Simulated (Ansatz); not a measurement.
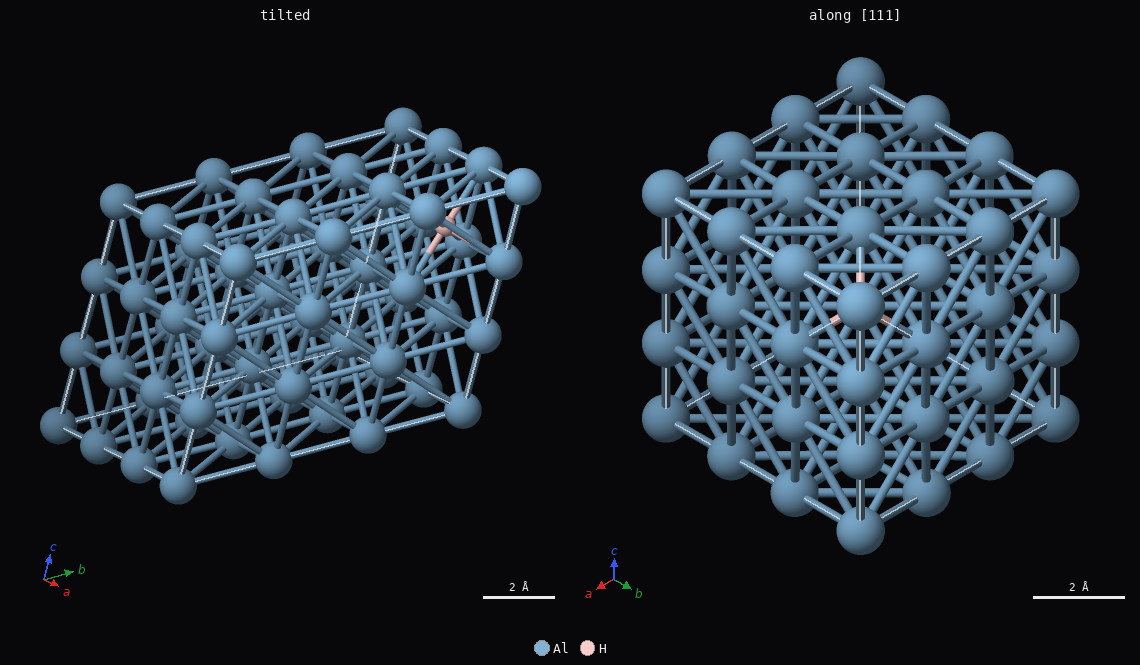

The image is a ball-and-stick drawing of a crystal, viewed slightly off an axis and along [111]. The edges of the simulation cell are marked. Cell: a = 8.574 Å, b = 8.574 Å, c = 8.574 Å, α = 60.00°, β = 60.00°, γ = 60.00°.

- The structure is one of Al₂₇H.
- It is face-centred cubic, space group Fm-3m (No. 225).
- With Z = 1, the cell contains 27 Al, 1 H.
- Coordination numbers (contacts within bonding distance): Al 12 to 13 (mean 12.2) and H 6.

The structure was taken from a structure listed in the Materials Project, repeated into a supercell with a point defect put in. The cell was then strained or its atoms displaced on purpose. An electronic-structure calculation with Ansatz was run on it.
